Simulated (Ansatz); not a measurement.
## Electronic structure of Al7N8 (cell charge −2, with a compensating background) (cell with a defect) in real space

Input

```
crystal:
  lattice:
    - [0.0, 0.0, 5.0179604226]
    - [-3.1302455678, 5.4217443637, 0.0]
    - [-3.1302455678, -5.4217443637, 0.0]
  atoms:
    - { symbol: Al, position: [0.9965034064, 0.6612380188, 0.3281561092] }
    - { symbol: Al, position: [0.9965256949, 0.1697011689, 0.8366903934] }
    - { symbol: Al, position: [0.9974777869, 0.6644998293, 0.8335033196] }
    - { symbol: Al, position: [0.5040971044, 0.8364199096, 0.1688327064] }
    - { symbol: Al, position: [0.5059536302, 0.3283152457, 0.1696272661] }
    - { symbol: Al, position: [0.4971818602, 0.8320180986, 0.6658958801] }
    - { symbol: Al, position: [0.5040584138, 0.3291280241, 0.6615534528] }
    - { symbol: "N", position: [0.4179645704, 0.1642398116, 0.3337471502], spin: 0.75 }
    - { symbol: "N", position: [0.3771417845, 0.6657764301, 0.3353962645] }
    - { symbol: "N", position: [0.3771423127, 0.1625204491, 0.8321597891] }
    - { symbol: "N", position: [0.3772597364, 0.6666708411, 0.8312857851] }
    - { symbol: "N", position: [0.8716469226, 0.8017420876, 0.1503303489], spin: 0.75 }
    - { symbol: "N", position: [0.8721223116, 0.3445850929, 0.1533120998], spin: 0.75 }
    - { symbol: "N", position: [0.8777104987, 0.8324034311, 0.6654925792] }
    - { symbol: "N", position: [0.8716464001, 0.3476386448, 0.6962789613], spin: 0.75 }
  host:
    lattice:
      - [3.1302455678, 0.0, 0.0]
      - [-1.5651227839, 2.7108721818, 0.0]
      - [0.0, 0.0, 5.0179604226]
    atoms:
      - { symbol: Al, position: [0.3333333333, 0.6666666667, -0.0007713538] }
      - { symbol: Al, position: [0.6666666667, 0.3333333333, 0.4992286462] }
      - { symbol: "N", position: [0.3333333333, 0.6666666667, 0.3807713538] }
      - { symbol: "N", position: [0.6666666667, 0.3333333333, 0.8807713538] }
total_charge: -2
basis:
  ecutwfc: 420
  xc_grid: 2
kpoints:
  mp_grid: { grid: [2, 2, 2], shift: [0.0, 0.0, 0.0] }
hamiltonian:
  xc: pbe
scf:
  occupations: { method: gaussian, width: 0.01 }
output:
  forces: true
  stress: false
  eigenvalues: true
  populations: true
  charged_corrections:
    defect_position: [0.99922865, 0.16666667, 0.33333333]
    epsilon: [[8.2949, 0.0, 0.0], [0.0, 8.2949, 0.0], [0.0, 0.0, 9.8373]]
  write_density: true
  write_potential: true
  elf: true
  volumetric_format: npy
magnetization:
  spin_polarized: true
relax:
  adjacent_minimum: "off"
  f_tol: 0.025
  max_steps: 45
```

Run with:

```sh
ansatz run input.yaml --threads 2 --pin off --max-ram 5120MiB --backend cpu --events-out ev --progress --plain --runs-dir out
```

The fields are those of the relaxed geometry.

Spin-polarised.

Computed with DFT PBE, scalar-relativistic, plane waves, PAW (Ansatz).

The density is the valence pseudo-density of a PAW calculation; it isn't the true density close to the nuclei.

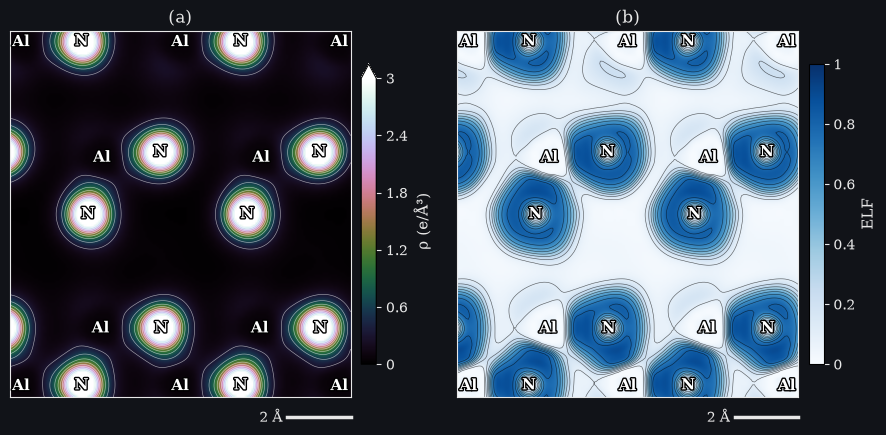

Figure 1. (a) valence pseudo-density; (b) ELF on the (011) plane of the calculation cell.

Interpret the plot.

Answer. Atoms in the plane: Al and N.
Al–N (1.83 Å): ρ at the midpoint is about 0.76 e/Å³; the ELF peaks at about 0.90 in the valence shell of N, 0.7 Å from its nucleus, and is about 0.85 at the midpoint.
Al–N (1.91 Å): the density is about 0.68 e/Å³ at the midpoint; the ELF peaks at about 0.90 in the valence shell of N, 0.7 Å from its nucleus, and is about 0.90 at the midpoint.
Al–N (1.92 Å): ρ is about 0.66 e/Å³ halfway; the ELF peaks at about 0.90 between the atoms.
Between the atoms the lowest density in this plane is 0.02 e/Å³.
The ELF also peaks beside N, away from the bonds: lone-pair regions.

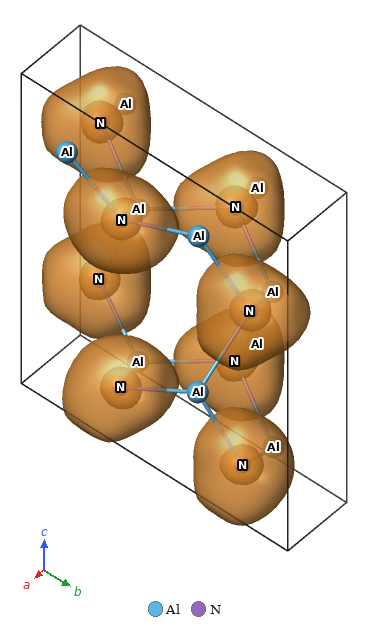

Figure 2. Isosurface of the ELF at 0.65 (orange), seen slightly off an axis. Core shells and regions of very low density are left out. Sticks mark near contacts.

What do the ELF domains correspond to?

Answer. At this value the surface marks out eight regions on N in which the atom's valence shell and bonds are merged, counted in one cell of 15 atoms. Regions shared between cells count once. Along the contacts the grid gives the following. Al–N (1.89 Å): the ELF peaks at about 0.90 in the valence shell of N, 0.8 Å from its nucleus, and is about 0.85 at the midpoint.

Does the calculation give a band gap?

Answer. It is gapless in this calculation (a metal or semimetal).
